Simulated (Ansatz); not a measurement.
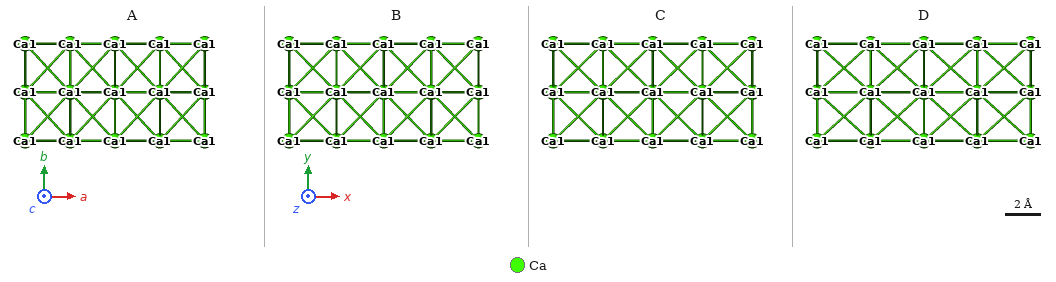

A scan of solid Ca (Fm-3m) along one coordinate. x, y and z are the Cartesian axes of the input. Style: ball-and-stick. Shown: the conventional cell (4 times the calculation's cell), repeated 2 × 1 × 2 with one cell outlined, along the c axis. Lengths and directions refer to the drawn axes.

The calculation used DFT r2SCAN, scalar-relativistic, plane waves, PAW (Ansatz 0.2.0). Set-up: plane-wave cutoff 500 eV; k-point mesh 14 × 14 × 14; occupations gaussian; smearing width 0.15 eV; no spin polarisation. Energies (free energies at the smearing named) are counted from the cell as listed in its source, which wasn't relaxed.

What is being scanned?

The cell is strained along x alone, with the atoms kept at their fractional coordinates. In the frames the strain is −0.075 (A), −0.025 (B), 0.025 (C), 0.10 (D). Their energies are 13.7 meV/atom, 0.6 meV/atom, 3.2 meV/atom, 34.5 meV/atom.
